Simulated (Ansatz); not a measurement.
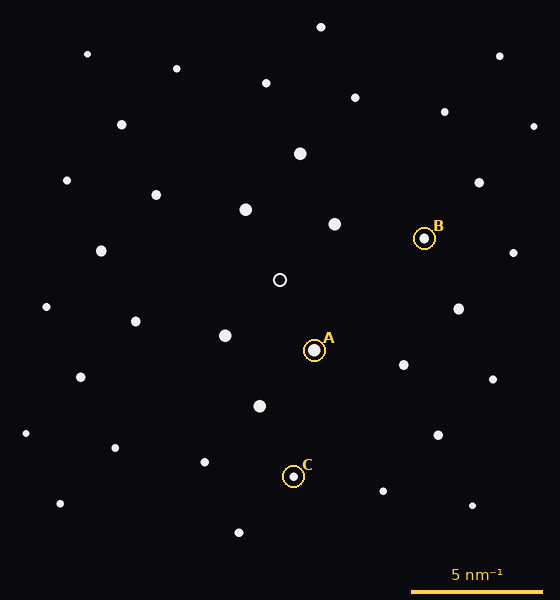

Simulated selected-area electron diffraction pattern (300 kV, kinematic approximation, thin crystal, B = 0.3 Å² for all atoms). The zone axis points towards the electron source and the pattern is seen from the source side.

The sample is W, space group Fd-3m (No. 227), a = 5.758 Å. Structure: the end point of a relaxation with DFT, PBEsol, plane waves (420 eV) with PAW, scalar-relativistic in Ansatz 0.2.0; the starting structure was generated, so it need not be a known form of this composition.

```csv
atom,site,symmetry,x,y,z
W,8b,-43m,0.2500,0.2500,0.7500
```

Spot A is indexed -1 1 1 and spot B 1 -1 3.

What are the indices of the remaining marked spot?

Answer. C = (5/2)A − (1/2)B = -3 3 1 (d = 1.321 Å).

Which zone axis is this?

Answer. The cross product of A and B is parallel to [110]; every spot obeys hu + kv + lw = 0.

What are the spacings of A and B and the angle between them?

Answer. d(A) = 3.325 Å, d(B) = 1.736 Å, and the angle is 80.0°.
